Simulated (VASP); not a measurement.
**Geometry relaxation, with input and output: Al (part 2 of 3)**

Al (P6₃/mmc, 2 atoms in the cell); Kohn-Sham DFT of a periodic cell, PBE, VASP PAW PBE potentials, recommended, no spin polarisation (VASP 6.6.1); cutoff 600 eV, 8×8×4 k-mesh, Gaussian smearing of 0.05 eV. The structure was built on a prototype by a generator; it need not be a known phase.

Geometry of the input (Å; fractional positions):
```
2.8636  0.0000  0.0000
-1.4318  2.4799  0.0000
0.0000  0.0000  4.6772
Al 0.3333  0.6667  0.7500
Al 0.6667  0.3333  0.2500
```

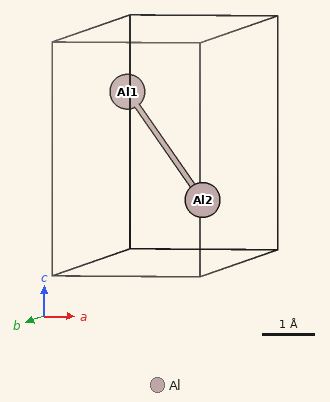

**Figure 1.** The geometry at step 7 of the log (ball-and-stick view of the cell of the calculation, seen at an oblique angle; atoms are numbered from 1 in the order of the input).

Parts of OUTCAR, continued
```
  energy without entropy =       -7.33476183  energy(sigma->0) =       -7.33599219

------------------------ aborting loop because EDIFF is reached ----------------------------------------

  FORCE on cell =-STRESS in cart. coord.  units (eV):
  Direction    XX          YY          ZZ          XY          YZ          ZX
  --------------------------------------------------------------------------------------
  -------------------------------------------------------------------------------------
  Total        0.0682786      0.0682786      0.0001807      0.0000000     -0.0000000      0.0000000
  in kB        3.2935240      3.2935240      0.0087183      0.0000000     -0.0000000      0.0000000
  external PRESSURE =       2.1985888 kB  Pullay stress =       0.0000000 kB

 VOLUME and BASIS-vectors are now :
 -----------------------------------------------------------------------------
  energy-cutoff  :      600.00
  volume of cell :       33.21
      direct lattice vectors                 reciprocal lattice vectors
     2.863581842  0.000000000  0.000000000     0.349212998  0.201618218  0.000000000
    -1.431790921  2.479934621  0.000000000     0.000000000  0.403236437  0.000000000
     0.000000000  0.000000000  4.677183676     0.000000000  0.000000000  0.213803876

 POSITION                                       TOTAL-FORCE (eV/Angst)
 -----------------------------------------------------------------------------------
     -0.00000      1.65329      3.50789         0.000000     -0.000000      0.000000
      1.43179      0.82664      1.16930        -0.000000      0.000000      0.000000
 -----------------------------------------------------------------------------------
    total drift:                               -0.000000      0.000000     -0.000000

  FREE ENERGIE OF THE ION-ELECTRON SYSTEM (eV)
  ---------------------------------------------------
  free  energy   TOTEN  =        -7.3372225496 eV

  energy  without entropy=       -7.3347618337  energy(sigma->0) =       -7.33599219

--------------------------------------- Ionic step        2  -------------------------------------------

 number of electron       6.0000000 magnetization

------------------------ aborting loop because EDIFF is reached ----------------------------------------

  FORCE on cell =-STRESS in cart. coord.  units (eV):
  Direction    XX          YY          ZZ          XY          YZ          ZX
  --------------------------------------------------------------------------------------
  -------------------------------------------------------------------------------------
  Total        0.0496127      0.0496127     -0.1197736      0.0000000      0.0000000      0.0000000
  in kB        2.3852706      2.3852706     -5.7584583      0.0000000      0.0000000      0.0000000
  external PRESSURE =      -0.3293057 kB  Pullay stress =       0.0000000 kB

 VOLUME and BASIS-vectors are now :
 -----------------------------------------------------------------------------
  energy-cutoff  :      600.00
  volume of cell :       33.32
      direct lattice vectors                 reciprocal lattice vectors
     2.868298076  0.000000000  0.000000000     0.348638800  0.201286705  0.000000000
    -1.434149038  2.484018999  0.000000000     0.000000000  0.402573410  0.000000000
     0.000000000 -0.000000000  4.677204067     0.000000000 -0.000000000  0.213802944

 POSITION                                       TOTAL-FORCE (eV/Angst)
 -----------------------------------------------------------------------------------
     -0.00000      1.65601      3.50790        -0.000000      0.000000      0.000000
      1.43415      0.82801      1.16930         0.000000     -0.000000      0.000000
 -----------------------------------------------------------------------------------
    total drift:                               -0.000000      0.000000     -0.000000

  FREE ENERGIE OF THE ION-ELECTRON SYSTEM (eV)
  ---------------------------------------------------
  free  energy   TOTEN  =        -7.3374137383 eV

  energy  without entropy=       -7.3347143032  energy(sigma->0) =       -7.33606402

--------------------------------------- Ionic step        3  -------------------------------------------

 number of electron       6.0000000 magnetization

------------------------ aborting loop because EDIFF is reached ----------------------------------------

  FORCE on cell =-STRESS in cart. coord.  units (eV):
  Direction    XX          YY          ZZ          XY          YZ          ZX
  --------------------------------------------------------------------------------------
  -------------------------------------------------------------------------------------
  Total       -0.0411562     -0.0411562     -0.3466390      0.0000000      0.0000000      0.0000000
  in kB       -1.9616960     -1.9616960    -16.5224164      0.0000000      0.0000000      0.0000000
  external PRESSURE =      -6.8152695 kB  Pullay stress =       0.0000000 kB

 VOLUME and BASIS-vectors are now :
 -----------------------------------------------------------------------------
  energy-cutoff  :      600.00
  volume of cell :       33.61
      direct lattice vectors                 reciprocal lattice vectors
     2.880688047  0.000000000  0.000000000     0.347139289  0.200420962  0.000000000
    -1.440344024  2.494749029  0.000000000     0.000000000  0.400841924  0.000000000
     0.000000000 -0.000000000  4.677257636     0.000000000 -0.000000000  0.213800495

 POSITION                                       TOTAL-FORCE (eV/Angst)
 -----------------------------------------------------------------------------------
     -0.00000      1.66317      3.50794         0.000000     -0.000000      0.000000
      1.44034      0.83158      1.16931        -0.000000      0.000000      0.000000
 -----------------------------------------------------------------------------------
    total drift:                               -0.000000      0.000000     -0.000000

  FREE ENERGIE OF THE ION-ELECTRON SYSTEM (eV)
  ---------------------------------------------------
  free  energy   TOTEN  =        -7.3375261390 eV

  energy  without entropy=       -7.3350545759  energy(sigma->0) =       -7.33629036

[... ionic steps 4 to 12 ...]

--------------------------------------- Ionic step       13  -------------------------------------------

 number of electron       6.0000000 magnetization

------------------------ aborting loop because EDIFF is reached ----------------------------------------

  FORCE on cell =-STRESS in cart. coord.  units (eV):
  Direction    XX          YY          ZZ          XY          YZ          ZX
  --------------------------------------------------------------------------------------
  -------------------------------------------------------------------------------------
  Total       -0.1042640     -0.1042640     -0.0226942      0.0000000      0.0000000      0.0000000
  in kB       -4.9880198     -4.9880198     -1.0856978      0.0000000      0.0000000      0.0000000
  external PRESSURE =      -3.6872458 kB  Pullay stress =       0.0000000 kB

 VOLUME and BASIS-vectors are now :
 -----------------------------------------------------------------------------
  energy-cutoff  :      600.00
  volume of cell :       33.49
      direct lattice vectors                 reciprocal lattice vectors
     2.884181712  0.000000000  0.000000000     0.346718792  0.200178188  0.000000000
    -1.442090856  2.497774631  0.000000000     0.000000000  0.400356376  0.000000000
     0.000000000 -0.000000000  4.648799436     0.000000000 -0.000000000  0.215109302

 POSITION                                       TOTAL-FORCE (eV/Angst)
 -----------------------------------------------------------------------------------
     -0.00000      1.66518      3.48660         0.000000     -0.000000      0.000000
      1.44209      0.83259      1.16220        -0.000000      0.000000      0.000000
 -----------------------------------------------------------------------------------
    total drift:                               -0.000000      0.000000     -0.000000

  FREE ENERGIE OF THE ION-ELECTRON SYSTEM (eV)
  ---------------------------------------------------
  free  energy   TOTEN  =        -7.3385846267 eV

  energy  without entropy=       -7.3362819863  energy(sigma->0) =       -7.33743331

--------------------------------------- Ionic step       14  -------------------------------------------

 number of electron       6.0000000 magnetization

------------------------ aborting loop because EDIFF is reached ----------------------------------------

  FORCE on cell =-STRESS in cart. coord.  units (eV):
  Direction    XX          YY          ZZ          XY          YZ          ZX
  --------------------------------------------------------------------------------------
  -------------------------------------------------------------------------------------
  Total       -0.0868889     -0.0868889     -0.0193118      0.0000000      0.0000000      0.0000000
  in kB       -4.1602823     -4.1602823     -0.9246560      0.0000000      0.0000000      0.0000000
  external PRESSURE =      -3.0817402 kB  Pullay stress =       0.0000000 kB

 VOLUME and BASIS-vectors are now :
 -----------------------------------------------------------------------------
  energy-cutoff  :      600.00
  volume of cell :       33.46
      direct lattice vectors                 reciprocal lattice vectors
     2.883122248  0.000000000  0.000000000     0.346846201  0.200251748  0.000000000
    -1.441561124  2.496857109  0.000000000     0.000000000  0.400503496  0.000000000
     0.000000000 -0.000000000  4.648312471     0.000000000 -0.000000000  0.215131837

 POSITION                                       TOTAL-FORCE (eV/Angst)
 -----------------------------------------------------------------------------------
     -0.00000      1.66457      3.48623        -0.000000      0.000000      0.000000
      1.44156      0.83229      1.16208         0.000000     -0.000000      0.000000
 -----------------------------------------------------------------------------------
    total drift:                               -0.000000      0.000000     -0.000000

  FREE ENERGIE OF THE ION-ELECTRON SYSTEM (eV)
  ---------------------------------------------------
  free  energy   TOTEN  =        -7.3386572297 eV

  energy  without entropy=       -7.3363592010  energy(sigma->0) =       -7.33750822

--------------------------------------- Ionic step       15  -------------------------------------------

 number of electron       6.0000000 magnetization

 Free energy of the ion-electron system (eV)
  ---------------------------------------------------
  ext. energy  EPLUGINS =         0.00000000
  ---------------------------------------------------
  free energy    TOTEN  =        -7.33879312 eV

  energy without entropy =       -7.33650492  energy(sigma->0) =       -7.33764902

 E-fermi :   8.0420     XC(G=0): -10.1574     alpha+bet :-14.7080

 val. band max:        7.8493820977   @ k =   0.3750   0.1250   0.0000
 cond. band min:       8.0614482316   @ k =   0.3750   0.1250   0.2500
 fundamental gap:      0.2120661339
 Fermi energy:         8.0419820570

 k-point     1 :       0.0000    0.0000    0.0000
  band No.  band energies     occupation
      1      -3.1772      2.00000
      2       3.4107      2.00000
      3       3.6491      2.00000
      4      18.1580      0.00000
      5      18.1580      0.00000
      6      18.6444      0.00000
      7      18.6444      0.00000

 k-point     2 :       0.1250    0.0000    0.0000
  band No.  band energies     occupation
      1      -2.8059      2.00000
      2       3.7554      2.00000
      3       4.0113      2.00000
      4      14.1485      0.00000
      5      16.1421      0.00000
      6      17.5637      0.00000
      7      20.1023      0.00000

 k-point     3 :       0.2500    0.0000    0.0000
  band No.  band energies     occupation
      1      -1.6981      2.00000
      2       4.7890      2.00000
      3       5.0703      2.00000
      4       9.7977      0.00000
      5      14.5488      0.00000
      6      15.3712      0.00000
      7      15.8548      0.00000

 k-point     4 :       0.3750    0.0000    0.0000
  band No.  band energies     occupation
      1       0.1285      2.00000
      2       5.6605      2.00000
      3       6.5036      2.00000
      4       7.1493      2.00000
      5      12.1171      0.00000
      6      12.3297      0.00000
      7      13.5947      0.00000

 k-point     5 :       0.5000    0.0000    0.0000
  band No.  band energies     occupation
      1       2.5310      2.00000
      2       2.7602      2.00000
      3       8.5074      0.00000
      4       9.0975      0.00000
      5       9.4292      0.00000
      6       9.6837      0.00000
      7      13.2772      0.00000

 [... the levels of 18 k-points are left out ...]

 k-point    24 :       0.3750    0.0000    0.5000
  band No.  band energies     occupation
      1       1.7911      2.00000
      2       1.7911      2.00000
      3       7.4898      2.00000
      4       7.4898      2.00000
      5      14.3901      0.00000
      6      14.3901      0.00000
      7      15.0651      0.00000

 [... further k-points ...]

------------------------ aborting loop because EDIFF is reached ----------------------------------------

  FORCE on cell =-STRESS in cart. coord.  units (eV):
  Direction    XX          YY          ZZ          XY          YZ          ZX
  --------------------------------------------------------------------------------------
  -------------------------------------------------------------------------------------
  Total       -0.0316728     -0.0316728     -0.0086677      0.0000000      0.0000000      0.0000000
  in kB       -1.5203349     -1.5203349     -0.4160627      0.0000000      0.0000000      0.0000000
  external PRESSURE =      -1.1522442 kB  Pullay stress =       0.0000000 kB

 VOLUME and BASIS-vectors are now :
 -----------------------------------------------------------------------------
  energy-cutoff  :      600.00
  volume of cell :       33.38
      direct lattice vectors                 reciprocal lattice vectors
     2.879943857  0.000000000  0.000000000     0.347228991  0.200472751  0.000000000
    -1.439971929  2.494104542  0.000000000     0.000000000  0.400945503  0.000000000
     0.000000000 -0.000000000  4.646851578     0.000000000 -0.000000000  0.215199471

 POSITION                                       TOTAL-FORCE (eV/Angst)
 -----------------------------------------------------------------------------------
     -0.00000      1.66274      3.48514         0.000000      0.000000      0.000000
      1.43997      0.83137      1.16171        -0.000000     -0.000000      0.000000
 -----------------------------------------------------------------------------------
    total drift:                               -0.000000      0.000000     -0.000000

  FREE ENERGIE OF THE ION-ELECTRON SYSTEM (eV)
  ---------------------------------------------------
  free  energy   TOTEN  =        -7.3387931202 eV

  energy  without entropy=       -7.3365049156  energy(sigma->0) =       -7.33764902

 reached required accuracy - stopping structural energy minimisation
```

CONTCAR
```
Al
   1.00000000000000
     2.8799438573945522    0.0000000000000000    0.0000000000000000
    -1.4399719286972761    2.4941045420162546    0.0000000000000000
     0.0000000000000000   -0.0000000000000000    4.6468515779258892
  Al
     2
Direct
     0.3333333332999970    0.6666666667000030    0.7500000000000000
     0.6666666667000030    0.3333333332999970    0.2500000000000000

  0.00000000E+00  0.00000000E+00  0.00000000E+00
  0.00000000E+00  0.00000000E+00  0.00000000E+00
```

Trajectory as extended XYZ (Å, eV, eV/Å), 15 frames, from step=0 to step=14
```
2
Lattice="2.8636 0.0000 0.0000 -1.4318 2.4799 0.0000 0.0000 0.0000 4.6772" Properties=species:S:1:pos:R:3:forces:R:3 step=0 energy=-7.33722
Al    0.0000    1.6533    3.5079    0.0000   0.0000   0.0000
Al    1.4318    0.8266    1.1693    0.0000   0.0000   0.0000
2
Lattice="2.8683 0.0000 0.0000 -1.4341 2.4840 0.0000 0.0000 -0.0000 4.6772" Properties=species:S:1:pos:R:3:forces:R:3 step=1 energy=-7.33741
Al    0.0000    1.6560    3.5079    0.0000   0.0000   0.0000
Al    1.4341    0.8280    1.1693    0.0000   0.0000   0.0000
2
Lattice="2.8807 0.0000 0.0000 -1.4403 2.4947 0.0000 0.0000 -0.0000 4.6773" Properties=species:S:1:pos:R:3:forces:R:3 step=2 energy=-7.33753
Al    0.0000    1.6632    3.5079    0.0000   0.0000   0.0000
Al    1.4403    0.8316    1.1693    0.0000   0.0000   0.0000
2
Lattice="2.8750 0.0000 0.0000 -1.4375 2.4898 0.0000 0.0000 -0.0000 4.6772" Properties=species:S:1:pos:R:3:forces:R:3 step=3 energy=-7.33757
Al    0.0000    1.6599    3.5079    0.0000   0.0000   0.0000
Al    1.4375    0.8299    1.1693    0.0000   0.0000   0.0000
2
Lattice="2.8765 0.0000 0.0000 -1.4383 2.4911 0.0000 0.0000 -0.0000 4.6772" Properties=species:S:1:pos:R:3:forces:R:3 step=4 energy=-7.33758
Al    0.0000    1.6607    3.5079    0.0000   0.0000   0.0000
Al    1.4383    0.8304    1.1693    0.0000   0.0000   0.0000
2
Lattice="2.8771 0.0000 0.0000 -1.4386 2.4916 0.0000 0.0000 -0.0000 4.6768" Properties=species:S:1:pos:R:3:forces:R:3 step=5 energy=-7.33761
Al    0.0000    1.6611    3.5076    0.0000   0.0000   0.0000
Al    1.4386    0.8306    1.1692    0.0000   0.0000   0.0000
2
Lattice="2.8789 0.0000 0.0000 -1.4395 2.4932 0.0000 0.0000 -0.0000 4.6754" Properties=species:S:1:pos:R:3:forces:R:3 step=6 energy=-7.33769
Al    0.0000    1.6621    3.5066    0.0000   0.0000   0.0000
Al    1.4395    0.8311    1.1689    0.0000   0.0000   0.0000
2
Lattice="2.8826 0.0000 0.0000 -1.4413 2.4964 0.0000 0.0000 -0.0000 4.6728" Properties=species:S:1:pos:R:3:forces:R:3 step=7 energy=-7.33778
Al    0.0000    1.6642    3.5046    0.0000   0.0000   0.0000
Al    1.4413    0.8321    1.1682    0.0000   0.0000   0.0000
2
Lattice="2.8827 0.0000 0.0000 -1.4413 2.4965 0.0000 0.0000 -0.0000 4.6712" Properties=species:S:1:pos:R:3:forces:R:3 step=8 energy=-7.33788
Al    0.0000    1.6643    3.5034    0.0000   0.0000   0.0000
Al    1.4413    0.8322    1.1678    0.0000   0.0000   0.0000
2
Lattice="2.8830 0.0000 0.0000 -1.4415 2.4967 0.0000 0.0000 -0.0000 4.6666" Properties=species:S:1:pos:R:3:forces:R:3 step=9 energy=-7.33813
Al    0.0000    1.6645    3.5000    0.0000   0.0000   0.0000
Al    1.4415    0.8322    1.1667    0.0000   0.0000   0.0000
2
Lattice="2.8836 0.0000 0.0000 -1.4418 2.4973 0.0000 0.0000 -0.0000 4.6574" Properties=species:S:1:pos:R:3:forces:R:3 step=10 energy=-7.33848
Al    0.0000    1.6648    3.4931    0.0000   0.0000   0.0000
Al    1.4418    0.8324    1.1644    0.0000   0.0000   0.0000
2
Lattice="2.8848 0.0000 0.0000 -1.4424 2.4983 0.0000 0.0000 -0.0000 4.6390" Properties=species:S:1:pos:R:3:forces:R:3 step=11 energy=-7.33845
Al    0.0000    1.6656    3.4793    0.0000   0.0000   0.0000
Al    1.4424    0.8328    1.1598    0.0000   0.0000   0.0000
2
Lattice="2.8842 0.0000 0.0000 -1.4421 2.4978 0.0000 0.0000 -0.0000 4.6488" Properties=species:S:1:pos:R:3:forces:R:3 step=12 energy=-7.33858
Al    0.0000    1.6652    3.4866    0.0000   0.0000   0.0000
Al    1.4421    0.8326    1.1622    0.0000   0.0000   0.0000
2
Lattice="2.8831 0.0000 0.0000 -1.4416 2.4969 0.0000 0.0000 -0.0000 4.6483" Properties=species:S:1:pos:R:3:forces:R:3 step=13 energy=-7.33866
Al    0.0000    1.6646    3.4862    0.0000   0.0000   0.0000
Al    1.4416    0.8323    1.1621    0.0000   0.0000   0.0000
2
Lattice="2.8799 0.0000 0.0000 -1.4400 2.4941 0.0000 0.0000 -0.0000 4.6469" Properties=species:S:1:pos:R:3:forces:R:3 step=14 energy=-7.33879
Al    0.0000    1.6627    3.4851    0.0000   0.0000   0.0000
Al    1.4400    0.8314    1.1617    0.0000   0.0000   0.0000
```
